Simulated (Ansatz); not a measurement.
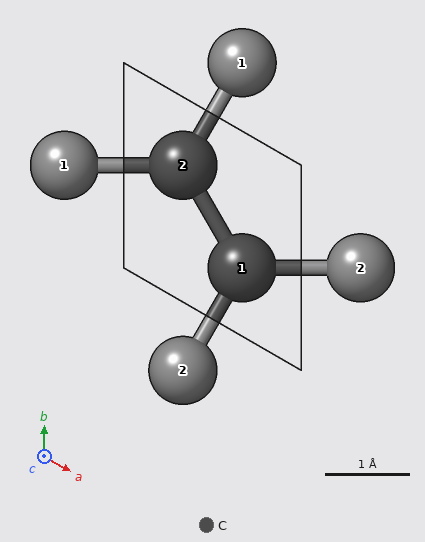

Fig. 1: The input geometry (ball-and-stick view of the cell of the calculation, along the c axis; neighbours outside the cell are drawn fainter; atoms are numbered from 1 in the order of the input). An atom can appear more than once, as a periodic image.

## Run report: C, geometry relaxation

The run: geometry relaxation of C (2 atoms in the cell). Method and program: DFT PBE, scalar-relativistic, plane waves, PAW, no spin polarisation (Ansatz 0.2.0).

The structure was made by a generator, so it may or may not be a known phase. Figures and captions count atoms from 1; the log counts them from 0 in places.

Output
```
Engine: ansatz 0.2.0, aarch64-unknown-linux-gnu
Pseudopotentials: kind: paw
Pseudopotential: C, paw, valence charge 4, recommended cutoff 420 eV (normal), C.paw.azcp
Functional definition: PBE
  parameter kappa = 0.804
  parameter beta = 0.06672455060314922
  exchange = pbe_x(kappa = kappa, mu = beta*pi^2/3)
  correlation = pbe_c(beta = beta)
Crystal: 2 atoms, lattice volume = 23.301 Å³
Basis set: ecut = 420 eV, 441 PW (Γ), exchange–correlation on 36×36×60 points (8 copies of the dense FFT grid, shifted against one another)
Bands: 8, of which v1, the nominal top of the filled ones, is band 4 counted from 1 (3 counted from 0)
Symmetry: 24 space group operations
Space group: P6/mmm (ITA 191), of the structure as read, at distance tolerance 2.9e-5 Å
k-points: 427 of 6912
Non-local potential: C, projectors of the file, l = 0: 2, l = 1: 2, l = 2: 1
PAW form: soft (Blöchl's): semilocal exchange-correlation on the pseudo side does not see the compensation charge
PAW one-centre angular grid: C, 110 points (default); XC on 64 Gauss nodes
Initial density: superposition of atomic densities (neutral atoms: chi_scale 0, normalization atom), corrected by the library's trained network
Initial wavefunctions: pseudopotential atomic-orbital guess
Functional: x = pbe(κ = 0.804, μ = 0.2195149727645171), c = pbe(β = 0.06672455060314922)
SCF iter   1: F=—  HF=-501.886913 eV  |F-HF|=—  |Δ(HF+E_count)|=         —  Δρ=3.88e-3  dr2=4.11e-3  ethr=1.77e-3  ⟨swp⟩=4.6  Hψ=22723  notcnv=0
preconditioner: auto → none  [metal: Δε(μ)=0.049 eV  Ē_g=17.845 eV  σ=0.100 eV  W_gap=0.25  n_scr=2 (ndim 8)  ℏωp=21.8 eV  f_vac=0.262  D(μ)=0.05/eV (n_scr^D=0)  sad-step TF]
SCF iter   2: F=—  HF=-501.887255 eV  |F-HF|=—  |Δ(HF+E_count)|=   3.42e-4  Δρ=2.43e-3  dr2=2.19e-3  ethr=5.14e-5  ⟨swp⟩=1.8  Hψ=7163  notcnv=0
SCF iter   3: F=—  HF=-501.887224 eV  |F-HF|=—  |Δ(HF+E_count)|=   3.05e-5  Δρ=3.76e-4  dr2=5.39e-5  ethr=2.74e-5  ⟨swp⟩=2.6  Hψ=6176  notcnv=0
SCF iter   4: F=—  HF=-501.887249 eV  |F-HF|=—  |Δ(HF+E_count)|=   2.55e-5  Δρ=1.61e-4  dr2=2.54e-6  ethr=6.73e-7  ⟨swp⟩=1.8  Hψ=3868  notcnv=0
iter 5 did not close the SCF: its close was put off for the readings that it lacked (scf_convergence_deferred on its scf_iter line)
SCF iter   5: F=-501.887249 eV  HF=-501.887249 eV  |F-HF|=6.26e-9  |Δ(HF+E_count)|=   3.06e-7  Δρ=1.75e-5  dr2=2.08e-8  ethr=3.17e-8  ⟨swp⟩=2.7  Hψ=5114  notcnv=0
SCF iter   6: F=-501.887249 eV  HF=-501.887249 eV  |F-HF|=2.19e-10  |Δ(HF+E_count)|=   9.70e-9  Δρ=1.80e-6  dr2=4.91e-10  ethr=2.60e-10  ⟨swp⟩=2.5  Hψ=12711  notcnv=0
the search or the solves at the SCF's close seem to have found levels that the self-consistency loop had missed (the run counts 1). By its estimate they hold under 1e-12 electrons; where the run keeps them, the occupations were computed again with them
SCF 1 converged in 6 iterations: F = -501.887249 eV  dr2 = 4.91e-10
  greatest PAW one-centre occupation: 0.672 electrons in one spin orbital (limit 2), on the C atom at site 1 (counted from 0), in its partial waves of l = 0
relax step   1: F+E_penalty+E_count = -501.88724917 eV  Δ(F+E_penalty+E_count) = +0.000e0 eV  max|allowed force component| = 3.146e-16 eV/Å  Δτ_max = 0.0000 Å  P = +0.011 GPa  Ω = 23.301 Å³  (6 SCF iters, dr2 threshold 1.00e-7 eV, accepted)
Initial density: handed on by an earlier stage of this run
Initial wavefunctions: pseudopotential atomic-orbital guess (no wavefunctions were taken with the density)
iter 1 solved again at ethr=9.97e-8 eV; its pass at ethr=3.10e-3 eV (dr2=7.98e-6 eV) is discarded
SCF iter   1: F=—  HF=-501.887244 eV  |F-HF|=—  |Δ(HF+E_count)|=         —  Δρ=3.02e-6  dr2=2.26e-9  ethr=9.97e-8  ⟨swp⟩=3.1  Hψ=33036  notcnv=0
eigensolver tolerance schedule: the retry pair's looser diagonalisation over-reported the residual by 3532.23 of it (diagonalisation noise at 0.13 of the residual, at the tolerance the schedule requests for it); recorded, not acted on — ethr = c·dr2/N_el stays at c = 1.0e-1
preconditioner: auto → none  [metal: Δε(μ)=0.050 eV  Ē_g=17.811 eV  σ=0.100 eV  W_gap=0.26  n_scr=2 (ndim 8)  ℏωp=21.8 eV  f_vac=0.260  D(μ)=0.05/eV (n_scr^D=0)]
SCF iter   2: F=—  HF=-501.887249 eV  |F-HF|=—  |Δ(HF+E_count)|=   5.32e-6  Δρ=1.45e-6  dr2=8.04e-10  ethr=2.82e-11  ⟨swp⟩=3.8  Hψ=6944  notcnv=0
SCF iter   3: F=—  HF=-501.887249 eV  |F-HF|=—  |Δ(HF+E_count)|=   2.43e-9  Δρ=8.84e-7  dr2=2.67e-10  ethr=1.01e-11  ⟨swp⟩=2.0  Hψ=3846  notcnv=0
SCF iter   4: F=-501.887249 eV  HF=-501.887249 eV  |F-HF|=1.25e-10  |Δ(HF+E_count)|=   1.94e-9  Δρ=1.82e-7  dr2=7.47e-12  ethr=1.00e-12  ⟨swp⟩=4.8  Hψ=15561  notcnv=0
SCF 2 converged in 4 iterations: F = -501.887249 eV  dr2 = 7.47e-12
relax step   2: F+E_penalty+E_count = -501.88724917 eV  Δ(F+E_penalty+E_count) = -8.049e-11 eV  max|allowed force component| = 3.331e-16 eV/Å  Δτ_max = 0.0000 Å  P = +0.010 GPa  Ω = 23.301 Å³  stress off target by 4.11e-2 GPa  SCF on the basis re-selected at this cell (its energy is not comparable with the rows above)  (4 SCF iters)
```

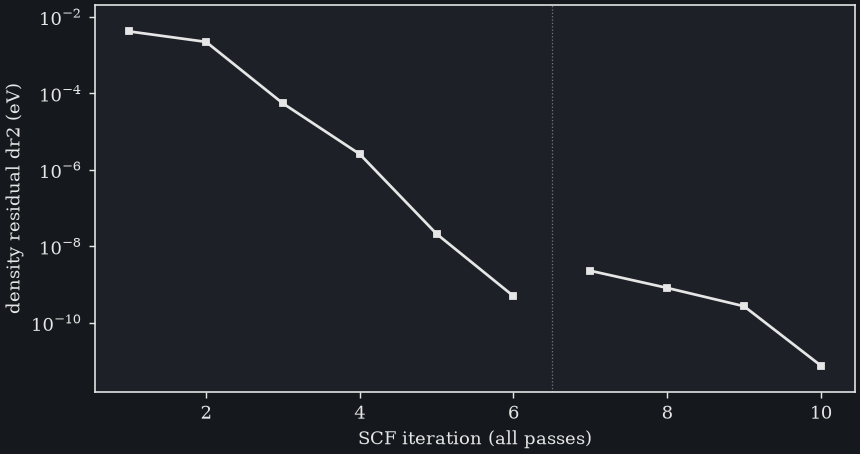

Fig. 2: Convergence of the self-consistent field: density residual dr2 against the SCF iteration. The dotted lines part the SCF passes of the relaxation: geometry steps, rejected trials and re-solves on a re-selected basis. The passes take 6 and 4 iterations.

```
basis re-selected at this cell: Δ(F+E_penalty+E_count) = -8.049e-11 eV, ΔP = -0.000 GPa vs the last step (what re-selecting the basis moved, of the pressure what is left beyond the Pulay correction that the steps carried, after the strain that the cell walked since its last selection, with what the two solves' SCF thresholds leave and, on support functions, any second-order correction that the steps lacked; it is no measure of the basis error at this ecutwfc). This SCF's stress stands 4.11e-2 GPa from its target on what of the cell is left free (relax.cell.stress_tol is 5.00e-2 GPa) and its largest allowed force component is 3.33e-16 eV/Å (relax.f_tol is 1.00e-2 eV/Å): within both
SCF converged after 4 iterations
Free energy (F): -501.887249 eV
Harris-Foulkes:  -501.887249 eV  (|F-HF|=1.25e-10)
Internal energy: -501.886994 eV  (E = F + TS)
E sigma→0 (E₀):  -501.887122 eV
Entropy (-TS):   -0.000255 eV (-0.128 meV/atom)
Fermi energy:    4.286521 eV
--- Per-component energies (eV) ---
  E_band       = -38.881562
  E_kinetic    = 181.604686
  E_local      = -479.082923  (includes V_loc(G=0)·N_el)
  E_nonlocal   = 54.568618
  E_hartree    = 168.180916
  E_xc         = -95.920208
  E_vxc        = -118.739654  (∫ρ·V_xc dr)
  E_paw        = -198.677332  (= ΣΔE_a)
  E_vpaw       = -13.594173  (= ΣTr[D̂ρ^β])
  E_aug_tail   = 0.000015  (compensation charges beyond the density's cutoff)
  E_ewald      = -132.560766
  E_smearing   = -0.000255  (= −TS)
  E_closure    = 0.000000  (closes the sum)
  Σ components = -501.887249   (vs F -501.887249, Δ=0.00e0)
--- Forces (eV/Å), atoms counted from 1 ---
  atom   1  C      0.00000000     0.00000000     0.00000000
  atom   2  C      0.00000000    -0.00000000     0.00000000
  max |Σ_I F_I| component: 7.40e-17 eV/Å
--- Stress (GPa, compression-positive) ---
       -0.004928      -0.000000       0.000000
       -0.000000      -0.004928       0.000000
        0.000000       0.000000       0.041090
  P = ⅓ Tr σ = 0.0104 GPa (0.104 kbar)
--- Band table (eV; the first three rows and the last of 427) ---
  k-point 0: bands = ["-15.2424", "-3.1387", "1.2398", "1.2398", "7.2794", "12.6065", "12.6065", "15.7069"]
  k-point 1: bands = ["-15.2408", "-3.1657", "1.2390", "1.2390", "7.4135", "12.6067", "12.6067", "15.7017"]
  k-point 2: bands = ["-15.2363", "-3.2377", "1.2393", "1.2393", "7.8027", "12.6078", "12.6078", "15.6983"]
  k-point 426: bands = ["-8.3099", "-8.3099", "-6.2718", "4.1887", "4.1887", "14.1743", "18.3533", "18.3533"]
--- Relaxed structure (1 steps of the walk, 1 accepted, 1 SCFs on fresh bases) ---
  F+E_penalty+E_count = -501.88724917 eV   max|allowed force component| = 3.331e-16 eV/Å   (the final SCF, on the basis selected at the relaxed cell)
  cell:  # Å, volume = 23.3012 Å³
    - [2.4664849237141317, 2.8867563919426594e-11, 0.0]
    - [-1.2332424618820659, 2.1360386019733277, 0.0]
    - [0.0, 0.0, 4.4227244991]
  atoms:
    - { symbol: C, position: [0.6666666666666666, 0.3333333333333333, 0.49999999999999994] }
    - { symbol: C, position: [0.3333333333333333, 0.6666666666666666, 0.49999999999999994] }
```

Trajectory as extended XYZ (Å, eV, eV/Å), 2 frames, from step=1 to step=2
```
2
Lattice="2.4665 0.0000 0.0000 -1.2332 2.1360 0.0000 0.0000 0.0000 4.4227" Properties=species:S:1:pos:R:3:forces:R:3 step=1 energy=-501.88725 pressure_GPa=0.01
C     1.2332    0.7120    2.2114    0.0000   0.0000   0.0000
C     0.0000    1.4240    2.2114    0.0000   0.0000   0.0000
2
Lattice="2.4665 0.0000 0.0000 -1.2332 2.1360 0.0000 0.0000 0.0000 4.4227" Properties=species:S:1:pos:R:3:forces:R:3 step=2 energy=-501.88725 pressure_GPa=0.01
C     1.2332    0.7120    2.2114    0.0000   0.0000   0.0000
C     0.0000    1.4240    2.2114    0.0000   0.0000   0.0000
```

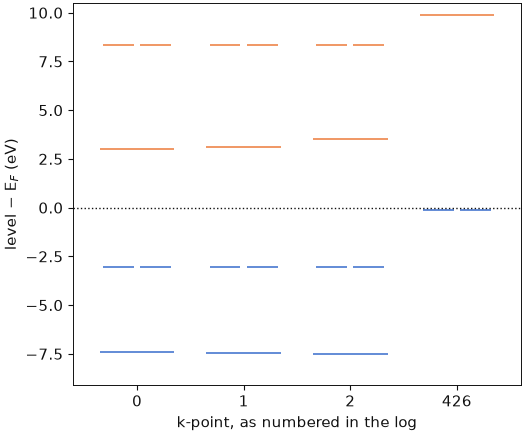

Fig. 3: Kohn–Sham levels near the Fermi level (dotted) at the few k-points that the log prints; levels within 0.02 eV of each other stand side by side. The system is metallic on the full mesh.

This output came from the following input.

Input
```yaml
crystal:
  lattice:
    - [2.4664849237, 0.0, 0.0]
    - [-1.2332424619, 2.136038602, 0.0]
    - [0.0, 0.0, 4.4227244991]
  atoms:
    - { symbol: C, position: [0.6666666667, 0.3333333333, 0.5] }
    - { symbol: C, position: [0.3333333333, 0.6666666667, 0.5] }
basis:
  ecutwfc: 420
kpoints:
  mp_grid: { grid: [24, 24, 12] }
hamiltonian:
  xc: pbe
scf:
  occupations: { method: gaussian, width: 0.1 }
output:
  forces: true
  stress: true
  eigenvalues: true
relax:
  adjacent_minimum: "off"
  f_tol: 0.01
  max_steps: 80
  cell: { stress_tol: 0.05 }
```

Run as:
```bash
ansatz run input.yaml --threads 1 --pin off --max-ram 2560MiB --backend cpu --events-out ev --progress --plain --runs-dir out
```

Key numbers

- outcome: converged
- space group (tolerance 0.01 Å): P6/mmm (191)
- electrons treated: 8
- free energy: −501.8872 eV
- Fermi energy: 4.287 eV
- gap on the k-point mesh: none (metallic)
- pressure: 0.01 GPa
- final volume: 23.30 Å³
- largest force (length of the vector) at the end: under 0.001 eV/Å
- final cell: a = 2.466 Å, b = 2.466 Å, c = 4.423 Å, α = 90.00°, β = 90.00°, γ = 120.00°
- hardware: 1 thread of Arm Neoverse N1, 60 GiB of memory available, shared host
- wall time: 19 s
- peak memory: 0.37 GiB
